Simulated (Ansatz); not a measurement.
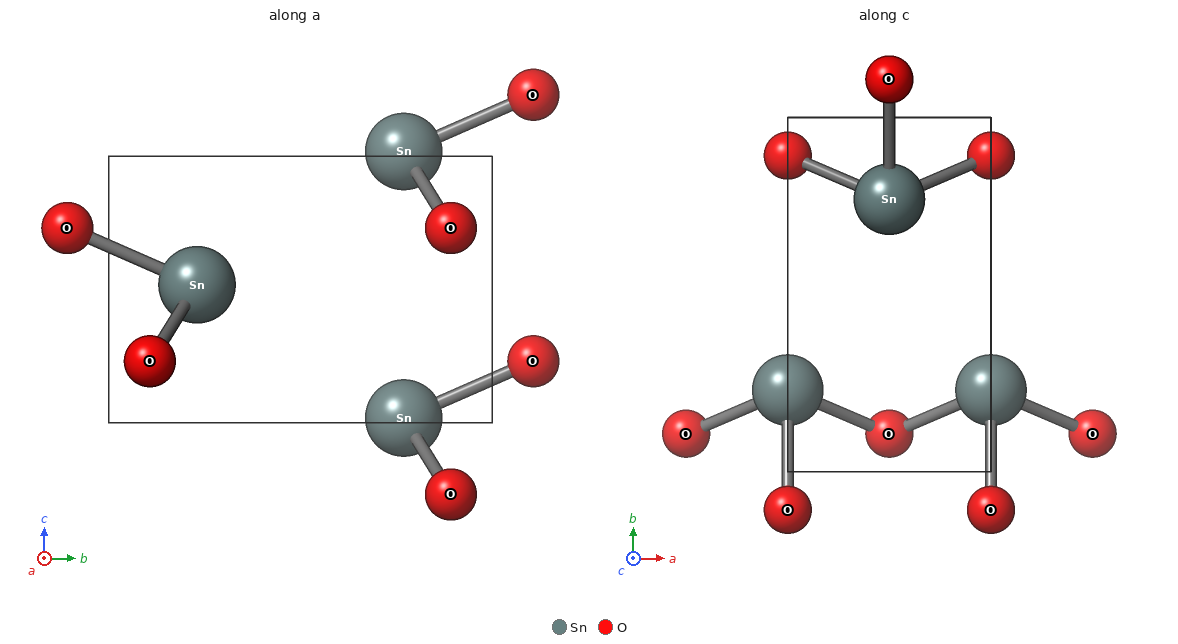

Drawn in the ball-and-stick manner and seen along the a axis and along the c axis. The box is the simulation cell; atoms on or close to its faces, edges and corners are drawn wherever they repeat. Some atoms of the next cells are drawn as well.

Input used:
```yaml
crystal:
  lattice:
    - [3.2925448783, 0.0, 0.0]
    - [0.0, 5.7392803112, 0.0]
    - [0.0, 0.0, 3.9880045106]
  atoms:
    - { symbol: Sn, position: [0.0, 0.2305427654, 0.5185351226] }
    - { symbol: Sn, position: [0.5, 0.7694572346, 0.0185351226] }
    - { symbol: O, position: [0.0, 0.8924944372, 0.7314658774] }
    - { symbol: O, position: [0.5, 0.1075055628, 0.2314658774] }
kpoints:
  mp_grid: { grid: [8, 4, 6] }
  band_path:
    path:
      - [0.0, 0.0, 0.0]
      - [0.5, 0.0, 0.0]
      - [0.5, 0.5, 0.0]
      - [0.0, 0.5, 0.0]
      - [0.0, 0.0, 0.5]
      - [0.5, 0.0, 0.5]
      - [0.5, 0.5, 0.5]
      - [0.0, 0.5, 0.5]
      - [-0.005208, 0.0, 0.0]
      - [0.395833, -0.5, 0.0]
    npoints: 1
hamiltonian:
  xc: r2scan
scf:
  occupations: { method: fixed }
  n_extra_bands: 5
output:
  forces: true
  stress: true
  eigenvalues: true
```
Run as:
```sh
ansatz run input.yaml --threads 4 --pin off --max-ram 4608MiB --backend cpu --events-out ev --progress --plain --runs-dir out
```

The numbers come from Ansatz 0.2.0, DFT, r2SCAN, plane waves, PAW, using plane waves up to 500 eV, Brillouin-zone sampling on an 8×4×6 mesh, no spin polarisation.

### Metal or not?

A semiconductor at this level, with a gap of 1.67 eV, indirect; the smallest direct gap is 2.34 eV.

### How far is the cell from zero pressure?

The computed pressure is 1.3 GPa (compressed: it would expand).

The cell started as a structure listed in the Materials Project. The cell was then strained or its atoms displaced on purpose. Ansatz was used for an electronic-structure calculation on it.
